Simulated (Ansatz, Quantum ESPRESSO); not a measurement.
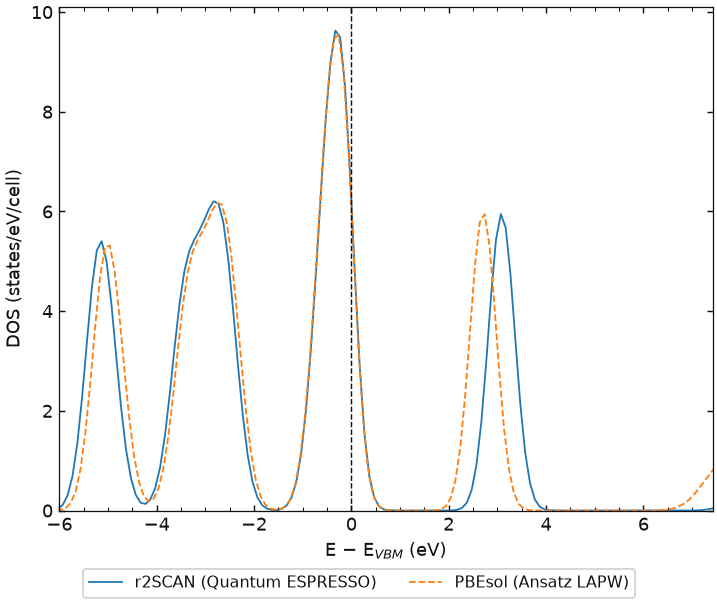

Total densities of states of Cl, space group Cmce (No. 64), 4 atoms in the primitive cell (a = 3.87 Å, b = 3.87 Å, c = 8.21 Å, α = 90.00°, β = 90.00°, γ = 71.16°), by two methods on the same cell. The DOS curves are built from the levels of the k mesh with Gaussians 0.55 eV wide, which also blur the band edges; ripples of that width can come from the mesh. Each is counted from its own valence-band top.

Question: How do the methods compare?

Answer: r2SCAN (Quantum ESPRESSO) gives a gap of 2.80 eV and PBEsol (Ansatz LAPW) gives a gap of 2.42 eV.

Settings. r2SCAN (Quantum ESPRESSO): SG15 PBE 1.2, no spin polarisation, no spin-orbit coupling, 7×7×4 k mesh, 789 eV cutoff, Fermi-Dirac smearing of 0.05 eV (Quantum ESPRESSO 7.5). PBEsol (Ansatz LAPW): all-electron LAPW, no spin polarisation, no spin-orbit coupling, 7×7×4 k mesh, Fermi-Dirac smearing of 0.05 eV (Ansatz).

Gaps are the smallest over all k points computed. The two runs differ in program as well. LDA, GGA and most meta-GGA functionals understate gaps. r2SCAN (Quantum ESPRESSO): the potentials were made for another functional. r2SCAN (Quantum ESPRESSO): this potential file gives levels or pressures that part from those of other sets.
